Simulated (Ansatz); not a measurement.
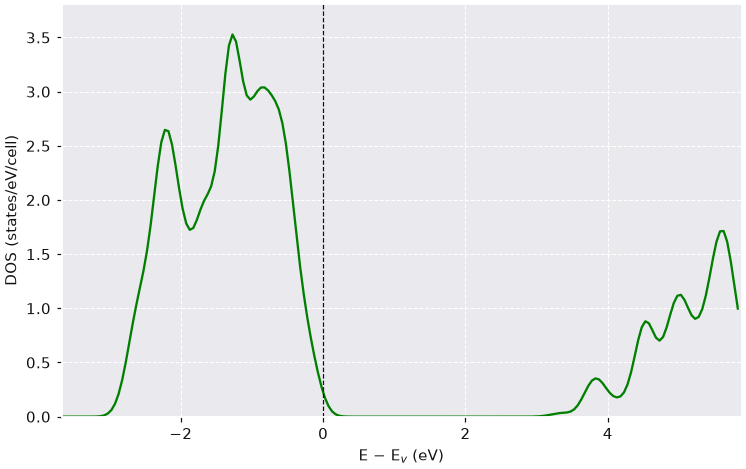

Density of states. Energies are counted from the top of the valence band. The curve is built from the levels of the k mesh with Gaussians 0.3 eV wide, which also blur the band edges.

System: Li$_{2}$S, space group I4/mmm, 3 atoms in the cell, antifluorite type, epitaxial (xy) strain +2.5%.

Level of theory: DFT, PBE, plane waves, PAW, no spin polarisation, 8×8×8 k mesh, Fermi-Dirac smearing of 0.02 eV; code Ansatz.

Question: Is there a gap at the Fermi level, and how wide?

Answer: There is a gap; over the k points computed it is 3.25 eV (indirect; the smallest direct gap is 4.02 eV).

Question: How wide is the upper valence band?

Answer: The upper group of valence states starts about 2.8 eV under the valence-band top, with a gap beneath it; it holds about 6 electrons a cell.
